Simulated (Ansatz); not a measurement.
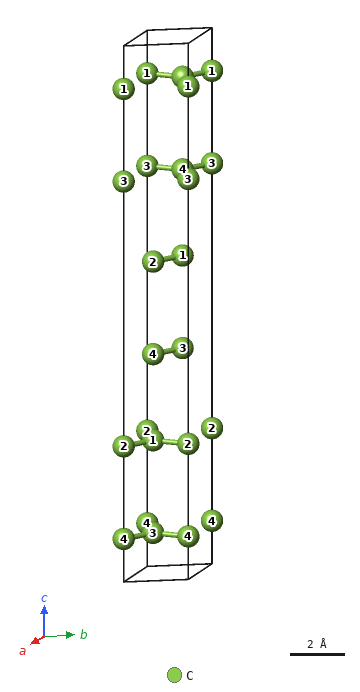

The starting point is crystalline C (set up in R-3m). The picture is a ball-and-stick view of the conventional cell (3 times the calculation's cell), seen slightly off an axis. Lengths and directions refer to the drawn axes.

All numbers below come from DFT LDA, scalar-relativistic, plane waves, PAW (Ansatz 0.2.0). (plane-wave cutoff 420 eV; occupations gaussian; no spin polarisation) The k-mesh is chosen for each cell (18×18×18, 12×12×12). Smearing widths differ between the runs.

The variant: Every carbon atom is replaced by silicon, which gives Si. Cell and atoms are relaxed again (to zero pressure within 0.1 GPa, forces under 0.01 eV/Å).

Input file:
```yaml
crystal:
  lattice:
    - [1.9316135311, 1.115217592, 5.8337309291]
    - [-1.9316135311, 1.115217592, 5.8337309291]
    - [0.0, -2.2304351844, 5.833730929]
  atoms:
    - { symbol: Si, position: [0.9287050504, 0.9287050504, 0.9287050504] }
    - { symbol: Si, position: [0.2231227654, 0.2231227654, 0.2231227654] }
    - { symbol: Si, position: [0.7768772346, 0.7768772346, 0.7768772346] }
    - { symbol: Si, position: [0.0712949496, 0.0712949496, 0.0712949496] }
basis:
  ecutwfc: 420
kpoints:
  mp_grid: { grid: [12, 12, 12] }
hamiltonian:
  xc: lda
scf:
  occupations: { method: gaussian, width: 0.1 }
output:
  forces: true
  stress: true
  eigenvalues: true
relax:
  adjacent_minimum: "off"
  f_tol: 0.01
  max_steps: 60
  cell: { stress_tol: 0.1 }
```

Run as
```bash
ansatz run input.yaml --threads 1 --pin off --max-ram 2560MiB --backend cpu --events-out ev --progress --plain --runs-dir out
```

**What is the effect?**

The volume per atom goes from 8.94 to 18.91 Å³. The volume changes by +111.5 %, with a = b 2.445 → 3.893 Å (+59.2 %), c 20.727 → 17.288 Å (−16.6 %). The space group stays R-3m (No. 166).

The changed structure in the same view:

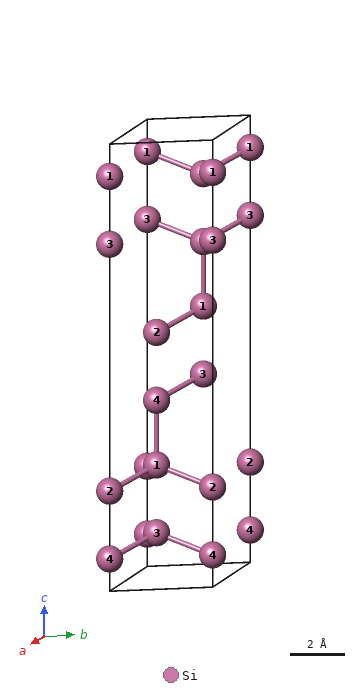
